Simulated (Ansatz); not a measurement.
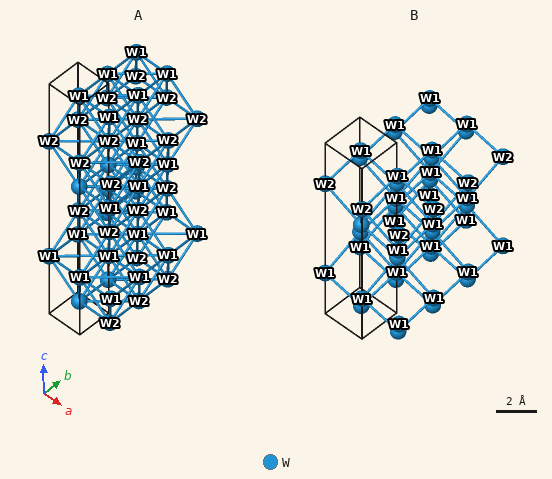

Two geometries of a crystal of W (a generated structure, set up in R-3m), drawn at one scale. One is the start of a relaxation, the other its converged end. A ball-and-stick model of the conventional cell (3 times the calculation's cell), repeated 2 × 3 × 1 with one cell outlined, seen from a free direction. Lengths and directions refer to the drawn axes.

Level of theory: DFT, PAW plane waves, r2SCAN in Ansatz 0.2.0. (plane-wave cutoff 500 eV; k-point mesh 9 × 9 × 9; occupations gaussian; smearing width 0.2579 eV; no spin polarisation; cell and atoms relaxed; force threshold 0.03 eV/Å; at most 40 steps)

Question: Which of the two is the end point?

Answer: Structure A is the relaxed one. The start is a swapped structure. After 12 accepted moves (15 points after the start) the energy has fallen by 1217 meV per atom. Largest force component: 2.7 eV/Å at the start, under 0.0001 eV/Å at the end. The pressure goes from 13.15 to 0.00 GPa. At 3 points the geometry stayed and the basis and grid were re-selected for the new cell (energy shift of 6.9 meV per atom at most each time). The largest moves relative to the cell, 0.15 Å, are those of W1 and W2. W2 goes along −c. The volume changes by −6.5 %, with a = b 3.589 → 2.990 Å (−16.7 %), c 9.393 → 12.659 Å (+34.8 %). Near-neighbour distances that change, for instance: W1–W1 3.589 → 2.990 Å, W1–W2 2.468 → 2.726 Å, W1–W2 (another image) 2.739 → 2.726 Å. Among the angles between lasting bonds that change: W2–W1–W2 93.3° → 66.5°, W2–W1–W2 92.1° → 113.5°, W2–W1–W2 81.9° → 66.5°. The space group stays R-3m (No. 166). Cost: 78 s on 2 threads of Arm Neoverse V1, on a shared host, peak memory 0.44 GiB.
